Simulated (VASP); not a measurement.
```
Ga P
1.0
     2.58368    2.58368    0.00000
    -2.58368    2.58368    0.00000
     0.00000    0.00000    5.68738
Ga P
2 2
Direct
  0.00000 0.00000 0.00000
  0.50000 0.50000 0.50000
  0.50000 0.00000 0.25000
  0.00000 0.50000 0.75000
```

Space group I-4m2; a generated structure, not necessarily the stable one; changed on purpose from its base cell (epitaxial xy strain -5.2%); computed pressure about 9 GPa in this cell.

Method: VASP 6.6.1, Kohn-Sham DFT of a periodic cell, PBE, VASP PAW PBE potentials, recommended.

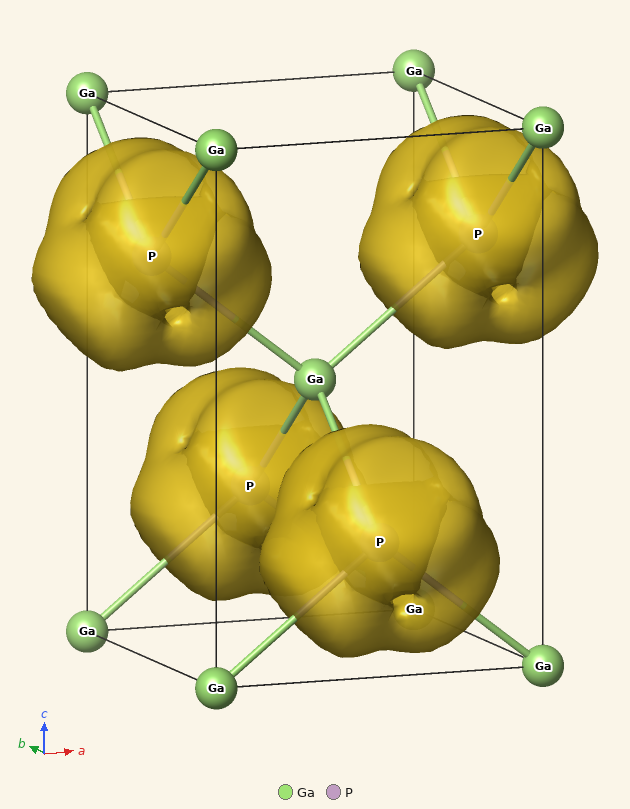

GaP. Isosurface of the electron localisation function at 0.7 (yellow), seen slightly off an axis. Core shells and regions of very low density are left out. Sticks mark near contacts.

Core electrons are frozen (PAW), and the valence fields are smoothed inside the atomic spheres.

**Where are the electrons localised?**

The ELF exceeds this value in two regions on P in which the atom's valence shell and bonds are merged, counted in one cell of 4 atoms. Regions shared between cells count once. Profiles from the grid: Ga–P (2.32 Å): the ELF peaks at about 0.90 in the valence shell of P, 0.9 Å from its nucleus, and is about 0.75 at the midpoint.

**Does the calculation make it a metal, or give it a gap?**

It is gapped, with a Kohn–Sham gap of 1.0 eV on the k-point mesh, an upper bound to the gap of this method.
